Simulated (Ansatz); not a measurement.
# SiC: 6 runs along one coordinate

System: SiC (P6₃mc, 4 atoms in the cell).
Method: Kohn-Sham DFT of a periodic cell, BLYP with D4, Ansatz PAW, no spin polarisation (Ansatz 0.2.0).

The 6 runs differ only in the geometry, by an even scaling of the cell at fixed fractional positions. The structure derives from an entry of the Crystallography Open Database.

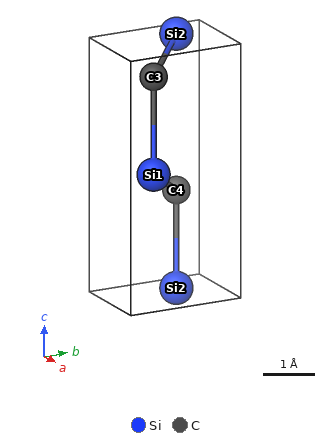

Figure 1. The structure of run 4 (ball-and-stick view of the cell of the calculation, seen slightly off an axis; atoms are numbered from 1 in the order of the input).

**Input of run 4**
```yaml
crystal:
  lattice:
    - [3.076, 0.0, 0.0]
    - [-1.538, 2.663894142, 0.0]
    - [0.0, 0.0, 5.048]
  atoms:
    - { symbol: Si, position: [0.6666666667, 0.3333333333, 0.5] }
    - { symbol: Si, position: [0.3333333333, 0.6666666667, 0.0] }
    - { symbol: C, position: [0.6666666667, 0.3333333333, 0.885] }
    - { symbol: C, position: [0.3333333333, 0.6666666667, 0.385] }
hamiltonian:
  xc: blyp
  pseudopotentials: { kind: paw }
  dispersion: d4
kpoints:
  mp_grid: { grid: [10, 10, 5] }
scf:
  occupations: { method: fermi_dirac, width: 0.05 }
output:
  forces: true
  stress: true
  eigenvalues: true
```

Command:
```bash
ansatz run input.yaml --threads 2 --pin off --max-ram 5120MiB --backend cpu --events-out ev --progress --plain --runs-dir out
```

Run 5 differs from it as follows:
```diff
-    - [3.076, 0.0, 0.0]
-    - [-1.538, 2.663894142, 0.0]
-    - [0.0, 0.0, 5.048]
+    - [3.0963714546, 0.0, 0.0]
+    - [-1.5481857273, 2.6815363392, 0.0]
+    - [0.0, 0.0, 5.0814314379]
```

**Results, with one run withheld**

```tsv
run	volume per atom (Å³)	free energy per atom, from the lowest run given (meV)	pressure (GPa)	gap on the mesh (eV)
1	9.721	25.39	14.31	2.74
2	9.927	10.47	8.88	2.77
3	10.134	2.24	3.98	2.80
4	10.341	0.00	−0.45	2.82
5	10.548	?	?	?
6	10.755	11.27	−8.02	2.77
```

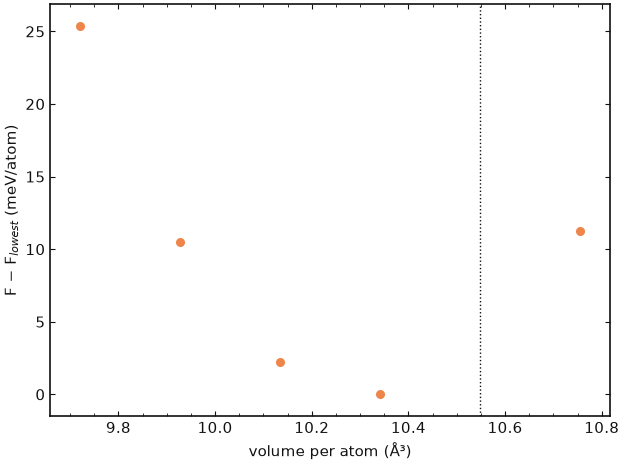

Figure 2. Free energy per atom of the runs given; the dotted line marks run 5.

Estimate the energy of run 5 from the others.

A cubic polynomial in V^(−2/3) (the Birch–Murnaghan form), fitted to the 5 runs given, misses them by at most 0.02 meV per atom. With x = V^(−2/3) − 0.21310 Å⁻², it reads F = 1.5156 + 1458.2 x + 3.4604e+05 x² + 3.4395e+05 x³ (meV per atom). At run 5 it gives 3.21 meV per atom, and the run itself gives 3.20. The slope of the fit gives a pressure −dF/dV of −4.43 GPa there, and the run prints −4.43 GPa. The fit has its minimum at 10.319 Å³ per atom, where V d²F/dV² gives 211 GPa. Cell shape and fractional positions are held, so this is the stiffness under even scaling; the relaxed bulk modulus wasn't computed. The gap on the mesh lies between 2.74 eV (run 1) and 2.82 eV (run 4); run 5 has 2.81 eV. These are gaps of this functional on this mesh, which can miss the band edges; they aren't the measured gap.

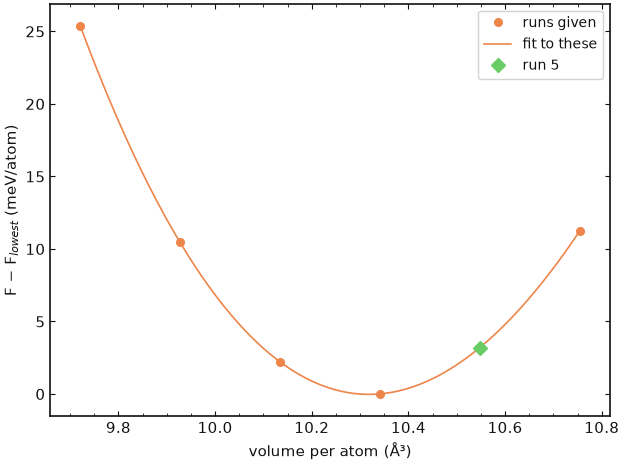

Figure 3. The fit and the withheld run.

**Output, shortened to warnings, some set-up lines, iterations and results (run 5)**
```
Basis set: ecut = 420 eV, 809 PW (Γ), exchange–correlation on 48×48×72 points (8 copies of the dense FFT grid, shifted against one another)
Symmetry: 12 space group operations
k-points: 42 of 500 (time reversal used)
Initial density: superposition of atomic densities (neutral atoms: chi_scale 0, normalization atom), corrected by the library's trained network
[...]
SCF iter   1: F=—  HF=-1785.561753 eV  |F-HF|=—  |Δ(HF+E_count)|=         —  Δρ=1.45e-2  dr2=8.95e-2  ethr=1.77e-3  ⟨swp⟩=5.3  Hψ=3328  notcnv=0
SCF iter   2: F=—  HF=-1785.533136 eV  |F-HF|=—  |Δ(HF+E_count)|=   2.86e-2  Δρ=3.48e-3  dr2=5.78e-3  ethr=5.59e-4  ⟨swp⟩=2.6  Hψ=1290  notcnv=0
SCF iter   3: F=—  HF=-1785.531310 eV  |F-HF|=—  |Δ(HF+E_count)|=   1.83e-3  Δρ=1.29e-3  dr2=6.37e-4  ethr=3.61e-5  ⟨swp⟩=2.1  Hψ=784  notcnv=0
SCF iter   4: F=—  HF=-1785.531120 eV  |F-HF|=—  |Δ(HF+E_count)|=   1.89e-4  Δρ=3.03e-4  dr2=3.14e-5  ethr=3.98e-6  ⟨swp⟩=2.0  Hψ=840  notcnv=0
SCF iter   5: F=—  HF=-1785.531123 eV  |F-HF|=—  |Δ(HF+E_count)|=   2.98e-6  Δρ=3.85e-5  dr2=4.85e-7  ethr=1.96e-7  ⟨swp⟩=2.4  Hψ=860  notcnv=0
SCF iter   6: F=-1785.531123 eV  HF=-1785.531123 eV  |F-HF|=4.77e-12  |Δ(HF+E_count)|=   1.50e-8  Δρ=2.76e-6  dr2=2.26e-9  ethr=6.25e-10  ⟨swp⟩=5.8  Hψ=2580  notcnv=0
SCF 1 converged in 6 iterations: F = -1785.531123 eV  dr2 = 2.26e-9
SCF converged after 6 iterations
Free energy (F): -1785.531123 eV
Harris-Foulkes:  -1785.531123 eV  (|F-HF|=4.77e-12)
Internal energy: -1785.531123 eV  (E = F + TS)
E sigma→0 (E₀):  -1785.531123 eV
Fermi energy:    11.299306 eV
--- Per-component energies (eV) ---
  E_band       = 61.902453
  E_kinetic    = 272.675822
  E_local      = -221.516165  (includes V_loc(G=0)·N_el)
  E_nonlocal   = 106.878947
  E_hartree    = 68.287768
  E_xc         = -206.738998
  E_vxc        = -212.645425  (∫ρ·V_xc dr)
  E_paw        = -1237.805583  (= ΣΔE_a)
  E_vpaw       = -20.065848  (= ΣTr[D̂ρ^β])
  E_aug_tail   = 0.000027  (compensation charges beyond the density's cutoff)
  E_ewald      = -564.830178
  E_disp       = -2.514968  (pairwise vdW)
  E_core_change = 0.032204  (= ΣΔE_core)
  E_smearing   = -0.000000  (= −TS)
  E_closure    = -0.000000  (closes the sum)
  Σ components = -1785.531123   (vs F -1785.531123, Δ=0.00e0)
--- Forces (eV/Å), atoms counted from 1 ---
  atom   1  Si    -0.00000000     0.00000000     0.70305038
  atom   2  Si     0.00000000    -0.00000000     0.70305038
  atom   3  C      0.00000000     0.00000000    -0.70307130
  atom   4  C      0.00000000    -0.00000000    -0.70307130
  max |Σ_I F_I| component: 4.18e-5 eV/Å
--- Stress (GPa, compression-positive) ---
       -3.611272       0.000000       0.000000
        0.000000      -3.611272       0.000000
        0.000000       0.000000      -6.068030
  P = ⅓ Tr σ = -4.4302 GPa (-44.302 kbar)
```

Notes: Points of doubt noted for this run: forces on files of another functional.
